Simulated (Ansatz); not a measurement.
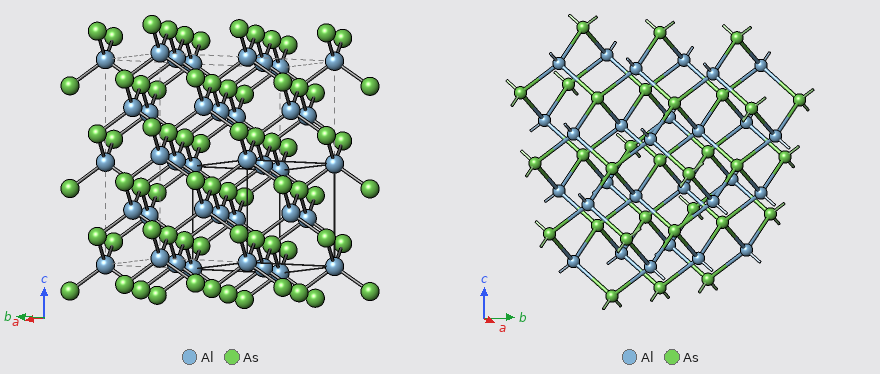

Left: the structure. Right: its underlying net. Nodes are coloured by element. Short stubs are edges that leave the cut-out.

AlAs (space group F-43m, No. 216). Coordinates: the end point of a relaxation (final pressure about -1.2 GPa) with Ansatz, DFT, PAW plane waves, r2scan.

Bonds are taken as Al–As below 2.8 Å; no other contact counts. Atoms with one bond or none are removed and atoms with two bonds are replaced by edges, until no such atom is left.

The result is a uninodal 4-connected, three-periodic net: Al and As are 4-connected nodes. It is the dia net, known from diamond, zinc blende and cristobalite. It is a single net, without interpenetration.

```
     node  links  point symbol  coordination sequence
Al and As      4            6⁶          4 12 24 42 64
```
